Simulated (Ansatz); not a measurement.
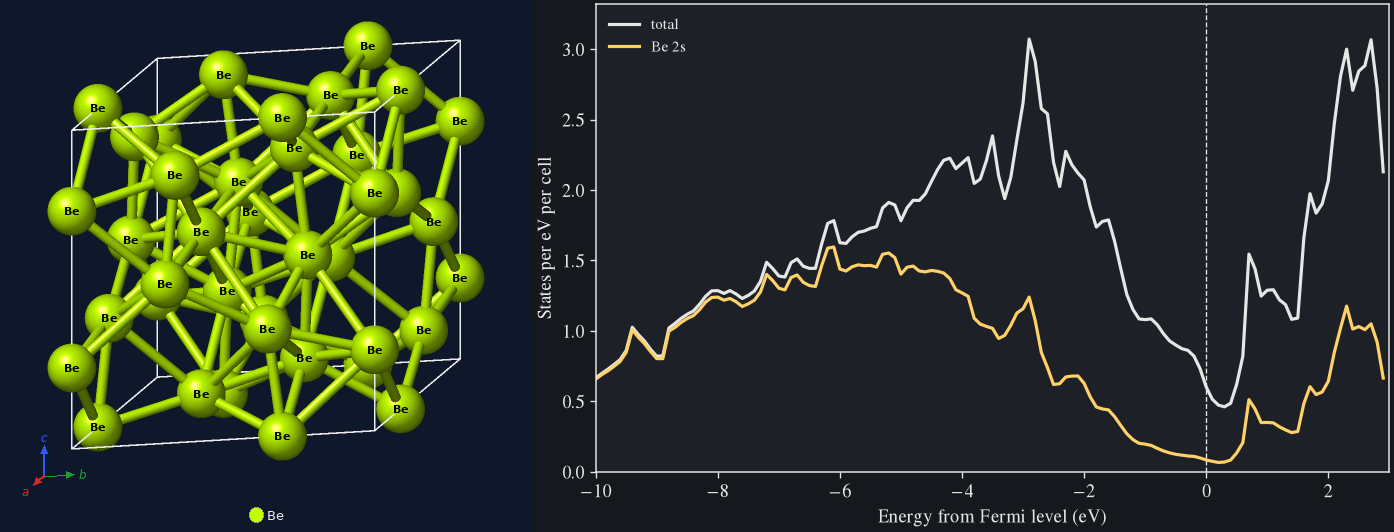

Density of states, beside the structure. Energies are counted from the Fermi level. The partial curves are projected on Löwdin-orthogonalised atomic shells; they sum to less than the total at higher energies, where shells without a projector contribute.

System: Be, space group R32 (No. 155), 8 atoms in the cell; a = 4.05 Å, b = 4.05 Å, c = 4.05 Å, α = 95.50°, β = 95.50°, γ = 95.50°.

Ansatz; DFT PBE, scalar-relativistic, plane waves, PAW, no spin polarisation, 9×9×9 k mesh.

### Metal or insulator, and how many states lie at the Fermi level?

It is a metal. The density of states at the Fermi level is about 0.63 per eV and cell (mean within 0.25 eV), or 0.079 per atom.

The structure is an invented one, so it need not be a known or stable phase. The starting guess was a poor one.
